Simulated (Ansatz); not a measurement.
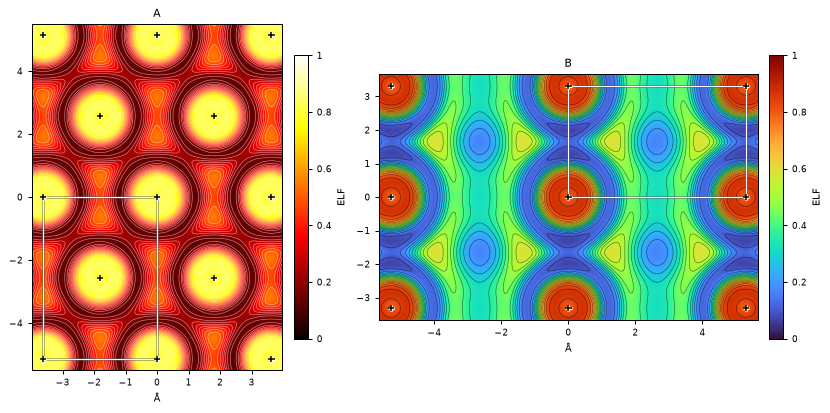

The electron localisation function of 2 systems, each on a plane through atoms (crosses mark nuclei in the plane).

These are results of Ansatz, DFT, RPBE, plane waves (420 eV) with PAW, scalar-relativistic, not measurements.

System 1: Lu, the (100) plane of the conventional cell. Space group P6/mmm; set up as Lu, omega (AlB2-type); a generated structure, not necessarily the stable one; changed on purpose from its base cell (volume × 0.88); computed pressure about 6 GPa in this cell; computed without spin polarisation.

```cif
data_structure
_symmetry_space_group_name_H-M 'P 1'
_symmetry_Int_Tables_number 1
_cell_length_a 5.2969
_cell_length_b 5.2969
_cell_length_c 3.3141
_cell_angle_alpha 90.000
_cell_angle_beta 90.000
_cell_angle_gamma 120.000
_cell_volume 80.53
loop_
_atom_site_label
_atom_site_type_symbol
_atom_site_fract_x
_atom_site_fract_y
_atom_site_fract_z
_atom_site_occupancy
Lu1 Lu 0.00000 0.00000 0.00000 1
Lu2 Lu 0.33333 0.66667 0.50000 1
Lu3 Lu 0.66667 0.33333 0.50000 1
```

System 2: Hf, the (011) plane of the conventional cell. Space group Im-3m; set up as Hf, bcc; a generated structure, not necessarily the stable one; changed on purpose from its base cell (volume × 1.04); computed pressure about −3 GPa in this cell.

```xyz
2
Lattice="3.6310 0.0000 0.0000 0.0000 3.6310 0.0000 0.0000 0.0000 3.6310" Properties=species:S:1:pos:R:3 pbc="T T T"
Hf    0.0000    0.0000    0.0000
Hf    1.8155    1.8155    1.8155
```

Which map belongs to which system?

Panel A is system 2, Hf: the plane holds Hf. Hf–Hf (3.14 Å): the ELF is about 0.20 at the midpoint: no shared electron pair shows on this line. Panel B is system 1, Lu: the plane holds Lu. Lu–Lu (3.31 Å): the ELF is about 0.10 at the midpoint (no localised pair shows between them).
